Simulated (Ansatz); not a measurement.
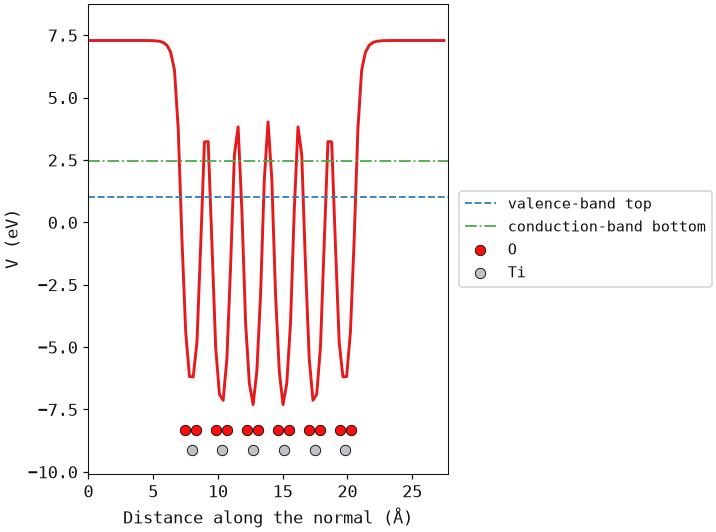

Plane-averaged electrostatic potential energy of an electron across the slab; circles at the bottom mark the heights of the atoms (positions after relaxation).

The material is a (001) slab cut from TiO2 (I4_1/amd), ended by O planes, 18 atoms in the cell.

Method: DFT PBEsol, scalar-relativistic, plane waves, PAW, no spin polarisation, 7×7×1 k mesh, 420 eV cutoff, Gaussian smearing of 0.05 eV (Ansatz).

What are the ionisation potential and the electron affinity of the slab?

From the vacuum level at the right face the ionisation potential is 6.26 eV and the electron affinity 4.82 eV; the left face gives the same. The slab's gap, their difference before rounding, is 1.44 eV. The two vacuum levels agree, so the slab has no net dipole along its normal.

How thick are slab and vacuum?

The outermost atoms are 12.8 Å apart, which leaves 15.0 Å of vacuum in a cell 27.7 Å high.
